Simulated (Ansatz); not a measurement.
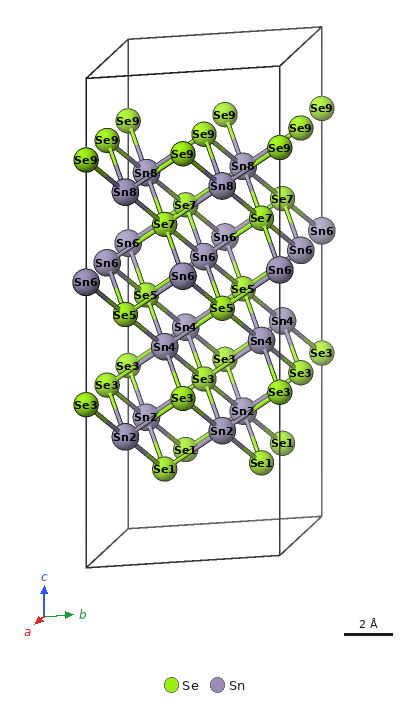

Fig. 1: The structure (ball-and-stick view of the 2 × 2 repeat of the cell, with the vacuum cut short, seen slightly off an axis; atoms are numbered from 1 in the order of the input). An atom can appear more than once, as a periodic image.

Single-point calculation of Sn4Se5

The run: single-point calculation of Sn4Se5 (slab, 9 atoms in the cell). Method and program: DFT PBE, scalar-relativistic, plane waves, PAW, no spin polarisation (Ansatz 0.2.0).

The structure derives from an entry of the Crystallography Open Database. It belongs to a series of runs on one base structure; here: (1 1 1) slab cut from the bulk. Figures and captions count atoms from 1; the log counts them from 0 in places.

The input:
```yaml
crystal:
  lattice:
    - [4.2862138071, 0.0, 0.0]
    - [-2.1431069035, 3.711970043, 0.0]
    - [0.0, 0.0, 28.9987156744]
  atoms:
    - { symbol: Se, position: [0.3333333333, 0.6666666667, 0.2586321437] }
    - { symbol: Sn, position: [0.6666666667, 0.3333333333, 0.3189741078] }
    - { symbol: Se, position: [0.0, 0.0, 0.3793160719] }
    - { symbol: Sn, position: [0.3333333333, 0.6666666667, 0.4396580359] }
    - { symbol: Se, position: [0.6666666667, 0.3333333333, 0.5] }
    - { symbol: Sn, position: [0.0, 0.0, 0.5603419641] }
    - { symbol: Se, position: [0.3333333333, 0.6666666667, 0.6206839281] }
    - { symbol: Sn, position: [0.6666666667, 0.3333333333, 0.6810258922] }
    - { symbol: Se, position: [0.0, 0.0, 0.7413678563] }
basis:
  ecutwfc: 420
kpoints:
  mp_grid: { grid: [9, 9, 1] }
hamiltonian:
  xc: pbe
scf:
  occupations: { method: gaussian, width: 0.05 }
output:
  forces: true
  stress: true
  eigenvalues: true
  write_density: true
  write_potential: true
  elf: true
  volumetric_format: npy
efield:
  axis: 3
  dipole_correction: true
  ramp_width: 0.04
```

Run on 1 thread of Intel Xeon @ 2.70GHz, 189 GiB of memory available, shared host.

Run as:
```bash
ansatz run input.yaml --threads 1 --pin off --max-ram 2560MiB --backend cpu --events-out ev --progress --plain --runs-dir out
```

What the program printed:
```
Engine: ansatz 0.2.0, x86_64-unknown-linux-gnu
Pseudopotentials: kind: paw
Pseudopotential: Se, paw, valence charge 16, recommended cutoff 420 eV (normal), Se.paw.azcp
Pseudopotential: Sn, paw, valence charge 14, recommended cutoff 420 eV (normal), Sn.paw.azcp
Functional definition: PBE
  parameter kappa = 0.804
  parameter beta = 0.06672455060314922
  exchange = pbe_x(kappa = kappa, mu = beta*pi^2/3)
  correlation = pbe_c(beta = beta)
Crystal: 9 atoms, lattice volume = 461.378 Å³
Basis set: ecut = 420 eV, 8983 PW (Γ), exchange–correlation on 60×60×400 points (8 copies of the dense FFT grid, shifted against one another)
Bands: 82, of which v1, the nominal top of the filled ones, is band 68 counted from 1 (67 counted from 0)
Symmetry: 6 space group operations
k-points: 12 of 81 (time reversal used)
Non-local potential: Se, projectors of the file, l = 0: 2, l = 1: 2, l = 2: 3, l = 3: 1
Non-local potential: Sn, projectors of the file, l = 0: 2, l = 1: 2, l = 2: 2, l = 3: 2
PAW form: soft (Blöchl's): semilocal exchange-correlation on the pseudo side does not see the compensation charge
PAW one-centre angular grid: Se, 590 points (default); XC on 64 Gauss nodes
PAW one-centre angular grid: Sn, 590 points (default); XC on 64 Gauss nodes
Initial density: superposition of atomic densities (neutral atoms: chi_scale 0, normalization atom), corrected by the library's trained network
Initial wavefunctions: pseudopotential atomic-orbital guess
Functional: x = pbe(κ = 0.804, μ = 0.2195149727645171), c = pbe(β = 0.06672455060314922)
SCF iter   1: F=—  HF=-51444.787771 eV  |F-HF|=—  |Δ(HF+E_count)|=         —  Δρ=2.17e-3  dr2=4.93e-1  ethr=1.77e-3  p=-0.000 e·Å  D=-1.52e-13 V/Å  ΔV_dip=0.00 eV  dr2_dipole=1.13e-6  V_vac-E_F(+/−)=6.02/6.02 eV  ⟨swp⟩=6.1  Hψ=3712  notcnv=0  defer=32
efield: sawtooth ramp at fractional position 0.9800 (placed from the atoms, in the widest stretch of the axis that holds none; the zero of the levels goes with the place), width 0.0400; the density the first Hamiltonian is built on has a dipole p = -0.000 e·Å; the dipole correction subtracts the counter field D = -1.52e-13 V/Å, which shifts the + side's vacuum level by +0.00 eV against the − side's; the planar-averaged density in the ramp window peaks in size at 1.9e-5 e/Å³
preconditioner: auto → LDOS  [metal: Δε(μ)=0.037 eV  Ē_g=8.356 eV  σ=0.050 eV  W_gap=0.39  n_scr=98 (ndim 8)  ℏωp=11.7 eV  f_vac=0.431  D(μ)=5.56/eV (n_scr^D=12)  β→1.0]
SCF iter   2: F=—  HF=-51444.759741 eV  |F-HF|=—  |Δ(HF+E_count)|=   2.80e-2  Δρ=1.02e-3  dr2=3.12e-2  ethr=3.62e-4  p=0.000 e·Å  D=1.01e-5 V/Å  ΔV_dip=-0.00 eV  dr2_dipole=3.76e-7  V_vac-E_F(+/−)=5.98/5.99 eV  ⟨swp⟩=2.1  Hψ=1202  notcnv=0  defer=92
SCF iter   3: F=—  HF=-51444.757213 eV  |F-HF|=—  |Δ(HF+E_count)|=   2.53e-3  Δρ=5.76e-4  dr2=9.82e-3  ethr=2.29e-5  p=0.000 e·Å  D=2.62e-6 V/Å  ΔV_dip=-0.00 eV  dr2_dipole=1.06e-7  V_vac-E_F(+/−)=5.97/5.97 eV  ⟨swp⟩=2.1  Hψ=1232  notcnv=0  defer=95
SCF iter   4: F=—  HF=-51444.756246 eV  |F-HF|=—  |Δ(HF+E_count)|=   9.66e-4  Δρ=1.82e-4  dr2=5.55e-4  ethr=7.22e-6  p=0.000 e·Å  D=9.83e-8 V/Å  ΔV_dip=-0.00 eV  dr2_dipole=4.05e-8  V_vac-E_F(+/−)=5.96/5.96 eV  ⟨swp⟩=2.0  Hψ=1121  notcnv=0  defer=95
SCF iter   5: F=—  HF=-51444.756180 eV  |F-HF|=—  |Δ(HF+E_count)|=   6.65e-5  Δρ=5.29e-5  dr2=3.09e-5  ethr=4.08e-7  p=-0.000 e·Å  D=-1.46e-7 V/Å  ΔV_dip=0.00 eV  dr2_dipole=1.91e-9  V_vac-E_F(+/−)=5.96/5.96 eV  ⟨swp⟩=2.5  Hψ=1418  notcnv=0  defer=95
SCF iter   6: F=—  HF=-51444.755879 eV  |F-HF|=—  |Δ(HF+E_count)|=   3.00e-4  Δρ=1.87e-5  dr2=2.48e-6  ethr=2.28e-8  p=-0.000 e·Å  D=-2.11e-8 V/Å  ΔV_dip=0.00 eV  dr2_dipole=9.85e-10  V_vac-E_F(+/−)=5.96/5.96 eV  ⟨swp⟩=2.0  Hψ=1488  notcnv=0  defer=95
SCF iter   7: F=—  HF=-51444.755880 eV  |F-HF|=—  |Δ(HF+E_count)|=   6.48e-7  Δρ=5.59e-6  dr2=2.41e-7  ethr=1.83e-9  p=-0.000 e·Å  D=-5.07e-9 V/Å  ΔV_dip=0.00 eV  dr2_dipole=3.51e-11  V_vac-E_F(+/−)=5.96/5.96 eV  ⟨swp⟩=2.2  Hψ=1407  notcnv=0  defer=95
SCF iter   8: F=-51444.755880 eV  HF=-51444.755880 eV  |F-HF|=2.53e-8  |Δ(HF+E_count)|=   3.39e-8  Δρ=1.82e-6  dr2=2.54e-8  ethr=7.35e-11  p=0.000 e·Å  D=1.21e-8 V/Å  ΔV_dip=-0.00 eV  dr2_dipole=5.71e-13  V_vac-E_F(+/−)=5.96/5.96 eV  ⟨swp⟩=18.6  Hψ=8091  notcnv=0
SCF 1 converged in 8 iterations: F = -51444.755880 eV  dr2 = 2.54e-8
  greatest PAW one-centre occupation: 1.000 electrons in one spin orbital (limit 2), on the Se atom at site 6 (counted from 0), in its partial waves of l = 2
```

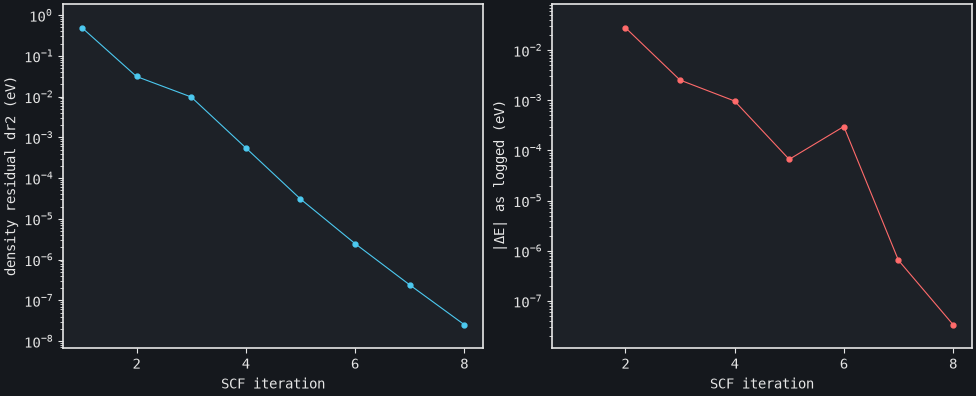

Fig. 2: Convergence of the self-consistent field: density residual dr2 and size of the energy change against the SCF iteration. The residual falls at every step.

```
WARN: The input density's exchange-correlation potential varies sharply where the density is thin. Do not read a vacuum level from v_tot or v_xc, or from such a field of the output density. On a cell that repeats whose density bears no net charge and no dipole along the vacuum's axis use v_es (v_loc + v_h of the components); under efield.dipole_correction with no amplitude use v_es + v_field, which holds any external_charges[].barrier, or the levels of the report's work_function block, which leave it out; under a non-zero efield.amplitude the vacuum is tilted and has no level; on a cell that repeats and bears such a dipole with no correction it is tilted too, and efield.dipole_correction with no amplitude gives each side of its ramp a level where efield: is served; in a cell that repeats whose density bears a net charge (total_charge, or a fill off its count) it is curved and has none; of a slab under crystal.periodic whose density bears no net charge use v_es, which has a level on each side, short of where the two are joined; of another it falls or rises all the way out and has none; of a slab beside external_charges read slab_vacuum_level instead, which it has where they leave it neutral. The grid or the basis barely resolves most such structure, and the values can differ between equally converged runs; as a rule a tighter scf.convergence.dr2_threshold does not remove it. Where the density itself ripples (under the LDA too) a higher basis.ecutwfc lessens it. The files hold the spikes' plane waves up to the density's cutoff. Files: v_tot and the like, and their columns of v_z.tsv (output.write_potential); v_xc and the like, and their columns of v_comp_z.tsv (output.write_potential_components); where files of the output density stand in their place, no point of their own thin density is over the threshold below, and this is of outcome.potential() and, of a run that writes arrays (npy), the arrays of these names. Measured: with its Gaussian average of σ = 0.25 Å subtracted twice, the exchange-correlation potential is over 0.1 eV at 1 of the grid points where the equally averaged density (valence and model cores) is under 1e-3 e/Å³, and 0.103 eV at the most among them, at an averaged density of 1.8e-8 e/Å³. See output.write_potential in the manual, Limitations
SCF converged after 8 iterations
Free energy (F): -51444.755880 eV
Harris-Foulkes:  -51444.755880 eV  (|F-HF|=2.53e-8)
Internal energy: -51444.748145 eV  (E = F + TS)
E sigma→0 (E₀):  -51444.752013 eV
Entropy (-TS):   -0.007735 eV (-0.859 meV/atom)
Fermi energy:    1.699798 eV
Dipole field:    D = 0.000001 V/Å  (p = 0.000002 e·Å, saw-weighted, corrected)
Work function:   Φ+ = 5.9616 eV   Φ− = 5.9616 eV
Levels:          The Fermi level and band energies are counted from a zero that moves with the ramp; work functions are not
--- Per-component energies (eV) ---
  E_band       = -3223.603695
  E_kinetic    = 1320.638017
  E_local      = -121131.834705  (includes V_loc(G=0)·N_el)
  E_nonlocal   = -3107.592057
  E_hartree    = 60438.741644
  E_xc         = -2046.112120
  E_vxc        = -866.775611  (∫ρ·V_xc dr)
  E_paw        = -26094.672102  (= ΣΔE_a)
  E_vpaw       = -315.513405  (= ΣTr[D̂ρ^β])
  E_aug_tail   = -0.002903  (compensation charges beyond the density's cutoff)
  E_efield     = 0.000000  (sawtooth field / dipole correction)
  E_vefield    = 0.000000  (∫n·V_field dr)
  E_ewald      = 39176.086081
  E_smearing   = -0.007735  (= −TS)
  E_closure    = -0.000000  (closes the sum)
  Σ components = -51444.755880   (vs F -51444.755880, Δ=0.00e0)
--- Forces (eV/Å), atoms counted from 1 ---
  atom   1  Se     0.00000000    -0.00000000     1.62574055
  atom   2  Sn    -0.00000000     0.00000000    -1.89659719
  atom   3  Se     0.00000000    -0.00000000     0.55432990
  atom   4  Sn    -0.00000000     0.00000000    -0.24143621
  atom   5  Se    -0.00000000    -0.00000000     0.00000050
  atom   6  Sn     0.00000000    -0.00000000     0.24143528
  atom   7  Se    -0.00000000     0.00000000    -0.55432994
  atom   8  Sn     0.00000000    -0.00000000     1.89659739
  atom   9  Se    -0.00000000     0.00000000    -1.62574049
  max |Σ_I F_I| component: 2.11e-7 eV/Å
--- Stress (GPa, compression-positive) ---
       -2.189660      -0.000000       0.000000
       -0.000000      -2.189660      -0.000000
        0.000000      -0.000000      -2.042282
  P = ⅓ Tr σ = -2.1405 GPa (-21.405 kbar)
--- Band table (eV; the first three rows and the last of 12) ---
  k-point 0: bands = ["-45.9896", "-45.9896", "-45.9803", "-45.9803", "-45.9763", "-45.9080", "-45.9080", "-45.9080", "-45.9080", "-45.8971", "-45.8971", "-45.8971", "-45.8971", "-45.8928", "-45.8928", "-45.0563", "-45.0563", "-45.0510", "-45.0510", "-45.0510", "-45.0510", "-45.0350", "-45.0350", "-45.0350", "-45.0350", "-19.8918", "-19.8918", "-19.8894", "-19.8894", "-19.8800", "-19.8789", "-19.8789", "-19.8788", "-19.8742", "-19.8742", "-19.5301", "-19.5301", "-19.5301", "-19.5301", "-19.5301", "-19.5301", "-19.5239", "-19.5239", "-19.5239", "-19.5239", "-11.8980", "-11.5672", "-11.2838", "-10.0844", "-10.0769", "-5.8324", "-4.9798", "-4.0628", "-3.4974", "-0.3862", "-0.3862", "-0.2277", "-0.2277", "-0.1688", "-0.1688", "-0.0523", "0.5533", "1.0616", "1.2614", "1.2614", "1.2640", "1.2640", "1.4891", "2.1972", "2.5929", "3.3555", "3.3555", "3.4497", "4.1929", "4.1929", "4.5079", "5.1678", "5.1678", "5.5110", "5.8416", "5.8416", "7.2166"]
  k-point 1: bands = ["-45.9896", "-45.9896", "-45.9803", "-45.9803", "-45.9763", "-45.9080", "-45.9080", "-45.9080", "-45.9080", "-45.8971", "-45.8971", "-45.8971", "-45.8971", "-45.8928", "-45.8928", "-45.0563", "-45.0563", "-45.0510", "-45.0510", "-45.0510", "-45.0510", "-45.0350", "-45.0350", "-45.0349", "-45.0349", "-19.8927", "-19.8903", "-19.8897", "-19.8878", "-19.8806", "-19.8794", "-19.8794", "-19.8775", "-19.8750", "-19.8741", "-19.5310", "-19.5310", "-19.5291", "-19.5291", "-19.5287", "-19.5287", "-19.5248", "-19.5248", "-19.5240", "-19.5240", "-11.8273", "-11.5043", "-11.2338", "-10.0406", "-10.0343", "-5.7464", "-4.9666", "-4.1657", "-3.7830", "-0.9983", "-0.6551", "-0.6508", "-0.3639", "-0.3580", "-0.1481", "0.0337", "0.6228", "0.7421", "0.9109", "1.1943", "1.1984", "1.2527", "1.7294", "1.9614", "2.7721", "3.4008", "3.5224", "3.8797", "4.3371", "4.4443", "4.7524", "5.2682", "5.2721", "5.4759", "5.8274", "5.8451", "7.1900"]
  k-point 2: bands = ["-45.9896", "-45.9896", "-45.9803", "-45.9803", "-45.9763", "-45.9080", "-45.9080", "-45.9080", "-45.9079", "-45.8972", "-45.8972", "-45.8971", "-45.8971", "-45.8928", "-45.8928", "-45.0563", "-45.0563", "-45.0510", "-45.0510", "-45.0510", "-45.0510", "-45.0350", "-45.0350", "-45.0349", "-45.0349", "-19.8954", "-19.8909", "-19.8865", "-19.8840", "-19.8836", "-19.8805", "-19.8794", "-19.8754", "-19.8746", "-19.8740", "-19.5339", "-19.5339", "-19.5277", "-19.5277", "-19.5263", "-19.5263", "-19.5254", "-19.5254", "-19.5231", "-19.5231", "-11.6309", "-11.3340", "-11.1053", "-9.9259", "-9.9224", "-5.5329", "-5.0142", "-4.4644", "-4.3315", "-1.9326", "-1.2456", "-1.0726", "-0.6754", "-0.6652", "-0.3653", "-0.2679", "0.0464", "0.3769", "0.4736", "1.0234", "1.0473", "1.0791", "1.6225", "1.9741", "3.1886", "3.7522", "3.8340", "4.0132", "4.6087", "4.8772", "4.9972", "5.5147", "5.5703", "5.8810", "6.0094", "6.0177", "6.4355"]
  k-point 11: bands = ["-45.9895", "-45.9895", "-45.9803", "-45.9803", "-45.9762", "-45.9079", "-45.9079", "-45.9079", "-45.9079", "-45.8972", "-45.8972", "-45.8972", "-45.8972", "-45.8927", "-45.8927", "-45.0563", "-45.0563", "-45.0510", "-45.0510", "-45.0510", "-45.0510", "-45.0349", "-45.0349", "-45.0349", "-45.0349", "-19.8956", "-19.8890", "-19.8890", "-19.8837", "-19.8821", "-19.8814", "-19.8814", "-19.8766", "-19.8703", "-19.8703", "-19.5336", "-19.5336", "-19.5325", "-19.5325", "-19.5225", "-19.5225", "-19.5225", "-19.5225", "-19.5223", "-19.5223", "-10.9654", "-10.8492", "-10.8492", "-9.6218", "-9.6218", "-5.4871", "-5.4871", "-4.9833", "-4.9659", "-2.6005", "-2.6005", "-2.3919", "-1.7297", "-1.7297", "-1.6346", "-0.8413", "-0.4760", "-0.4760", "0.1647", "0.1647", "1.0456", "1.0456", "1.2082", "1.6866", "3.7971", "3.7971", "3.9676", "4.9494", "4.9494", "5.5007", "5.9923", "5.9923", "6.0981", "6.5188", "6.5188", "6.5935", "8.5043"]
```

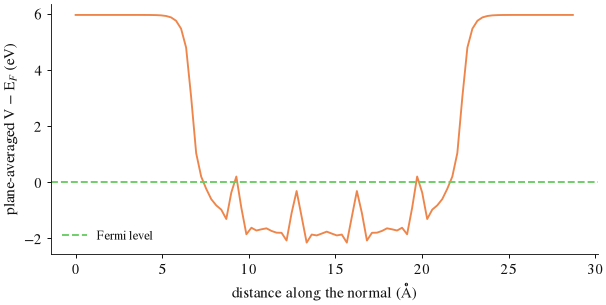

Fig. 3: Plane average of the electrostatic potential energy of an electron across the cell, from the Fermi level. The vacuum level lies 5.96 eV above the Fermi level.

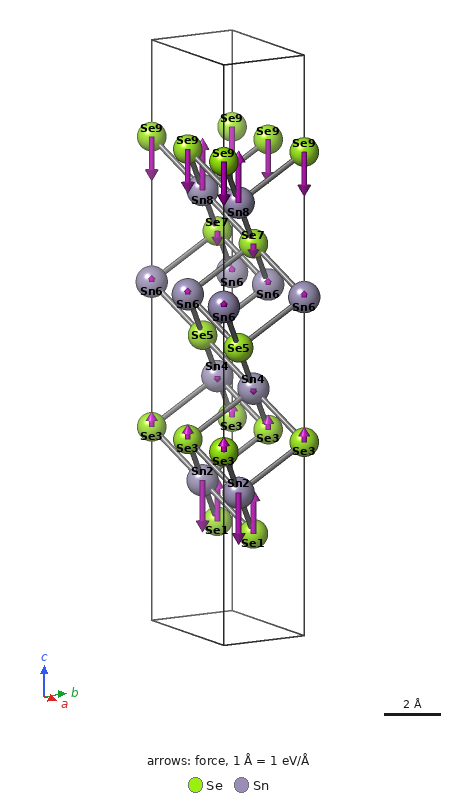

Fig. 4: Forces on the atoms as pink arrows (ball-and-stick view of the 2 × 1 repeat of the cell, with the vacuum cut short, seen slightly off an axis; atoms are numbered from 1 in the order of the input). The largest act on Sn2, Sn8 (1.90 eV/Å); Se1, Se9 (1.63 eV/Å). The geometry is not a stationary point of this energy.

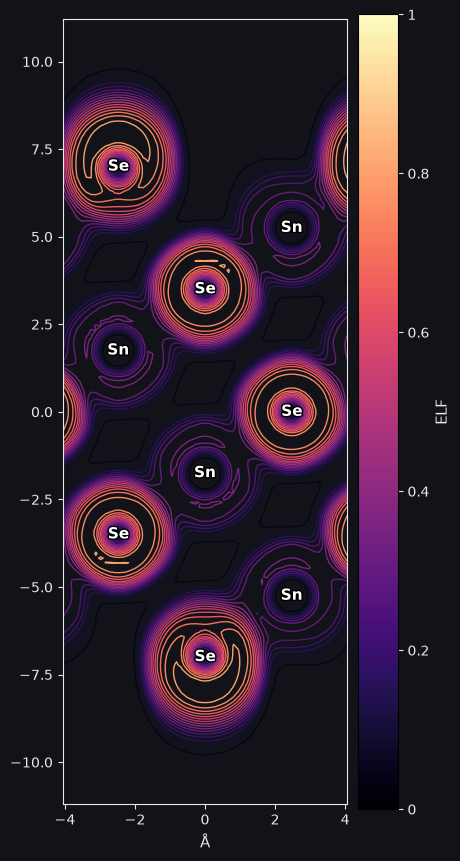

Fig. 5: Electron localisation function on the (110) plane of the calculation cell, a cut from vacuum to vacuum. The section cuts through Se and Sn sites. Sn–Se (3.03 Å): the ELF peaks at about 0.80 in the valence shell of Se, 0.8 Å from its nucleus, and drops to about 0.30 between the two atoms. In a PAW calculation such maps are meaningful between the atoms, not at the nuclei.

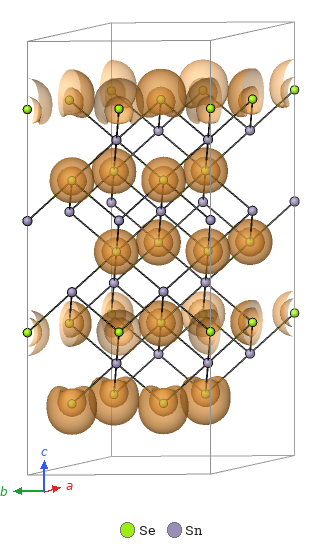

Fig. 6: Isosurface of the ELF at 0.75 (orange), seen at an oblique angle. Only the valence region is drawn (cores and ρ < 0.01 e/Å³ removed). Sticks mark near contacts. Along the contacts the grid gives the following. Sn–Se (3.03 Å): the ELF peaks at about 0.80 in the valence shell of Se, 0.8 Å from its nucleus, and drops to about 0.30 between the two atoms.

Results in brief:

| quantity | value |
| --- | --- |
| outcome | converged |
| electrons treated | 136 |
| free energy | −51444.7559 eV |
| work function, top face | 5.96 eV |
| work function, bottom face | 5.96 eV |
| Fermi energy | 1.700 eV |
| gap on the k-point mesh | none (metallic) |
| work function (upper face) | 5.96 eV |
| largest force (length of the vector) | 1.897 eV/Å |
| wall time | 80 s |
| peak memory | 0.79 GiB |

The program warns: the exchange-correlation potential is rough where the density is thin.
